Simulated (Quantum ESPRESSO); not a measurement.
**MgO2: 7 runs along one coordinate**

System: MgO2 (Pa-3, 12 atoms in the cell).
Method: Kohn-Sham DFT of a periodic cell, PBEsol, GBRV 1.5 PBEsol, no spin polarisation (Quantum ESPRESSO 7.5).

The 7 runs differ only in the geometry, by an even scaling of the cell at fixed fractional positions. The structure derives from a Materials Project entry.

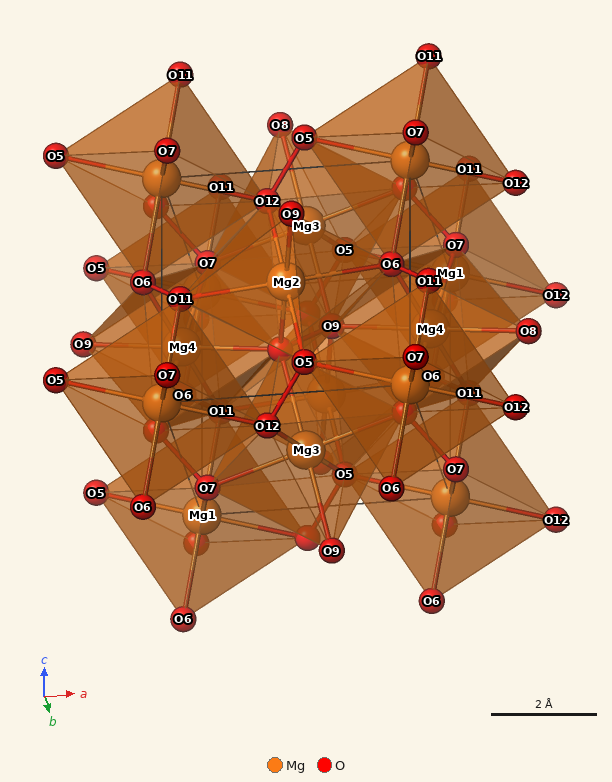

Figure 1. The structure of run 4 (polyhedral view of the cell of the calculation, seen at an oblique angle; polyhedra are completed across the faces of the cell; atoms are numbered from 1 in the order of the input).

### The input of run 4
```
&CONTROL
  calculation = 'scf'
  prefix = 'pwscf'
  outdir = './tmp'
  pseudo_dir = './pseudo'
  tprnfor = .true.
  tstress = .true.
  disk_io = 'low'
/
&SYSTEM
  ibrav = 0
  A = 4.82861247
  nat = 12
  ntyp = 2
  ecutwfc = 45
  ecutrho = 360
  nbnd = 57
  occupations = 'smearing'
  smearing = 'fd'
  degauss = 0.00367493
/
&ELECTRONS
  conv_thr = 2.4d-09
  electron_maxstep = 120
  mixing_beta = 0.5
/
ATOMIC_SPECIES
Mg    24.3050 mg_pbesol_v1.4.uspp.F.UPF
O     15.9990 o_pbesol_v1.2.uspp.F.UPF
CELL_PARAMETERS alat
   1.0000000000    0.0000000000    0.0000000000
   0.0000000000    1.0000000000    0.0000000000
   0.0000000000    0.0000000000    1.0000000000
ATOMIC_POSITIONS alat
Mg     0.0000000000    0.0000000000    0.0000000000
Mg     0.5000000000    0.0000000000    0.5000000000
Mg     0.5000000000    0.5000000000    0.0000000000
Mg     0.0000000000    0.5000000000    0.5000000000
O      0.5894244400    0.9105755600    0.0894244400
O      0.9105755600    0.0894244400    0.5894244400
O      0.0894244400    0.5894244400    0.9105755600
O      0.4105755600    0.4105755600    0.4105755600
O      0.5894244400    0.5894244400    0.5894244400
O      0.9105755600    0.4105755600    0.0894244400
O      0.0894244400    0.9105755600    0.4105755600
O      0.4105755600    0.0894244400    0.9105755600
K_POINTS automatic
6 6 6 0 0 0
```

### File bands.in of run 4
```
&CONTROL
  calculation = 'bands'
  prefix = 'pwscf'
  outdir = './tmp'
  pseudo_dir = './pseudo'
  disk_io = 'low'
  verbosity = 'high'
/
&SYSTEM
  ibrav = 0
  A = 4.82861247
  nat = 12
  ntyp = 2
  ecutwfc = 45
  ecutrho = 360
  nbnd = 57
  occupations = 'smearing'
  smearing = 'fd'
  degauss = 0.00367493
/
&ELECTRONS
  conv_thr = 1d-08
  electron_maxstep = 120
  mixing_beta = 0.5
  diago_full_acc = .true.
/
ATOMIC_SPECIES
Mg    24.3050 mg_pbesol_v1.4.uspp.F.UPF
O     15.9990 o_pbesol_v1.2.uspp.F.UPF
CELL_PARAMETERS alat
   1.0000000000    0.0000000000    0.0000000000
   0.0000000000    1.0000000000    0.0000000000
   0.0000000000    0.0000000000    1.0000000000
ATOMIC_POSITIONS alat
Mg     0.0000000000    0.0000000000    0.0000000000
Mg     0.5000000000    0.0000000000    0.5000000000
Mg     0.5000000000    0.5000000000    0.0000000000
Mg     0.0000000000    0.5000000000    0.5000000000
O      0.5894244400    0.9105755600    0.0894244400
O      0.9105755600    0.0894244400    0.5894244400
O      0.0894244400    0.5894244400    0.9105755600
O      0.4105755600    0.4105755600    0.4105755600
O      0.5894244400    0.5894244400    0.5894244400
O      0.9105755600    0.4105755600    0.0894244400
O      0.0894244400    0.9105755600    0.4105755600
O      0.4105755600    0.0894244400    0.9105755600
K_POINTS crystal
60
 0.0000000000  0.0000000000  0.0000000000 1
 0.0000000000  0.0714285714  0.0000000000 1
 0.0000000000  0.1428571429  0.0000000000 1
 0.0000000000  0.2142857143  0.0000000000 1
 0.0000000000  0.2857142857  0.0000000000 1
 0.0000000000  0.3571428571  0.0000000000 1
 0.0000000000  0.4285714286  0.0000000000 1
 0.0000000000  0.5000000000  0.0000000000 1
 0.0714285714  0.5000000000  0.0000000000 1
 0.1428571429  0.5000000000  0.0000000000 1
 0.2142857143  0.5000000000  0.0000000000 1
 0.2857142857  0.5000000000  0.0000000000 1
 0.3571428571  0.5000000000  0.0000000000 1
 0.4285714286  0.5000000000  0.0000000000 1
 0.5000000000  0.5000000000  0.0000000000 1
 0.4545454545  0.4545454545  0.0000000000 1
 0.4090909091  0.4090909091  0.0000000000 1
 0.3636363636  0.3636363636  0.0000000000 1
 0.3181818182  0.3181818182  0.0000000000 1
 0.2727272727  0.2727272727  0.0000000000 1
 0.2272727273  0.2272727273  0.0000000000 1
 0.1818181818  0.1818181818  0.0000000000 1
 0.1363636364  0.1363636364  0.0000000000 1
 0.0909090909  0.0909090909  0.0000000000 1
 0.0454545455  0.0454545455  0.0000000000 1
 0.0000000000  0.0000000000  0.0000000000 1
 0.0357142857  0.0357142857  0.0357142857 1
 0.0714285714  0.0714285714  0.0714285714 1
 0.1071428571  0.1071428571  0.1071428571 1
 0.1428571429  0.1428571429  0.1428571429 1
 0.1785714286  0.1785714286  0.1785714286 1
 0.2142857143  0.2142857143  0.2142857143 1
 0.2500000000  0.2500000000  0.2500000000 1
 0.2857142857  0.2857142857  0.2857142857 1
 0.3214285714  0.3214285714  0.3214285714 1
 0.3571428571  0.3571428571  0.3571428571 1
 0.3928571429  0.3928571429  0.3928571429 1
 0.4285714286  0.4285714286  0.4285714286 1
 0.4642857143  0.4642857143  0.4642857143 1
 0.5000000000  0.5000000000  0.5000000000 1
 0.4545454545  0.5000000000  0.4545454545 1
 0.4090909091  0.5000000000  0.4090909091 1
 0.3636363636  0.5000000000  0.3636363636 1
 0.3181818182  0.5000000000  0.3181818182 1
 0.2727272727  0.5000000000  0.2727272727 1
 0.2272727273  0.5000000000  0.2272727273 1
 0.1818181818  0.5000000000  0.1818181818 1
 0.1363636364  0.5000000000  0.1363636364 1
 0.0909090909  0.5000000000  0.0909090909 1
 0.0454545455  0.5000000000  0.0454545455 1
 0.0000000000  0.5000000000  0.0000000000 1
 0.5000000000  0.5000000000  0.0000000000 1
 0.5000000000  0.5000000000  0.0625000000 1
 0.5000000000  0.5000000000  0.1250000000 1
 0.5000000000  0.5000000000  0.1875000000 1
 0.5000000000  0.5000000000  0.2500000000 1
 0.5000000000  0.5000000000  0.3125000000 1
 0.5000000000  0.5000000000  0.3750000000 1
 0.5000000000  0.5000000000  0.4375000000 1
 0.5000000000  0.5000000000  0.5000000000 1
```

Command:
```bash
OMP_NUM_THREADS=1 mpirun -n 2 pw.x -nk 2 -in pw.in > pw.out
OMP_NUM_THREADS=1 mpirun -n 2 pw.x -nk 2 -in bands.in > bands.out
```

Lattice vectors (Å) and fractional positions of run 4:
```
   4.828612    0.000000    0.000000
   0.000000    4.828612    0.000000
   0.000000    0.000000    4.828612
Mg  0.000000  0.000000  0.000000
Mg  0.500000  0.000000  0.500000
Mg  0.500000  0.500000  0.000000
Mg  0.000000  0.500000  0.500000
O   0.589424  0.910576  0.089424
O   0.910576  0.089424  0.589424
O   0.089424  0.589424  0.910576
O   0.410576  0.410576  0.410576
O   0.589424  0.589424  0.589424
O   0.910576  0.410576  0.089424
O   0.089424  0.910576  0.410576
O   0.410576  0.089424  0.910576
```

Run 2 has the same physical settings and fractional positions; its lattice vectors (Å) are:
```
   4.763353    0.000000    0.000000
   0.000000    4.763353    0.000000
   0.000000    0.000000    4.763353
```

### Results, with one run withheld

| run | volume per atom (Å³) | free energy per atom, from the lowest run given (meV) | pressure (GPa) | gap on the mesh (eV) |
| --- | --- | --- | --- | --- |
| 1 | 8.819 | 22.06 | 11.66 | 4.25 |
| 2 | 9.007 | ? | ? | ? |
| 3 | 9.194 | 3.24 | 4.14 | 4.00 |
| 4 | 9.382 | 0.00 | 0.92 | 3.88 |
| 5 | 9.569 | 0.36 | −1.99 | 3.77 |
| 6 | 9.757 | 3.97 | −4.61 | 3.66 |
| 7 | 9.945 | 10.53 | −6.98 | 3.56 |

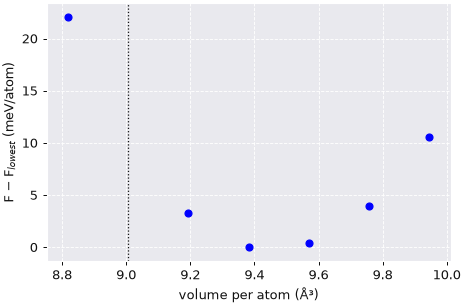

Figure 2. Free energy per atom of the runs given; the dotted line marks run 2.

Fit the runs given and predict run 2.

A cubic polynomial in V^(−2/3) (the Birch–Murnaghan form), fitted to the 6 runs given, misses them by under 0.01 meV per atom. With x = V^(−2/3) − 0.22401 Å⁻², it reads F = −0.23792 + 144.46 x + 1.9717e+05 x² + 47408 x³ (meV per atom). At run 2 it gives 10.42 meV per atom, and the run itself gives 10.45. The slope of the fit gives a pressure −dF/dV of 7.97 GPa there, and the run prints 7.70 GPa. The two needn't agree exactly: the fit is approximate, and the printed stress is taken on a finite basis. The fit has its minimum at 9.455 Å³ per atom, where V d²F/dV² gives 149 GPa. Cell shape and fractional positions are held, so this is the stiffness under even scaling; the relaxed bulk modulus wasn't computed. The gap on the mesh goes, without turning, from 4.25 eV in run 1 to 3.56 eV in run 7; run 2 has 4.12 eV. These are gaps of this functional on this mesh, which can miss the band edges; they aren't the measured gap.

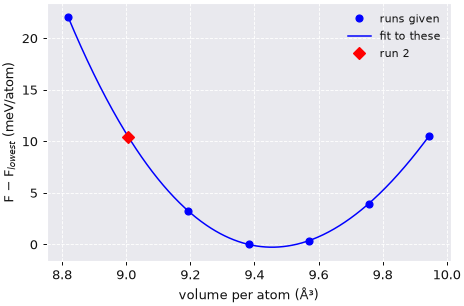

Figure 3. The fit and the withheld run.

### Some lines of the output (run 2)
```
[...]
     number of k points=    24  Fermi-Dirac smearing, width (Ry)=  0.0037
     total energy              =    -758.50729408 Ry
     total energy              =    -758.64139595 Ry
     total energy              =    -758.64495380 Ry
     total energy              =    -758.64556108 Ry
     total energy              =    -758.64561470 Ry
     total energy              =    -758.64561664 Ry
     total energy              =    -758.64561672 Ry
     total energy              =    -758.64561674 Ry
     the Fermi energy is     9.0352 ev
!    total energy              =    -758.64561674 Ry
     The total energy is F=E-TS. E is the sum of the following terms:
     Computing stress (Cartesian axis) and pressure
          total   stress  (Ry/bohr**3)                   (kbar)     P=       77.03
```
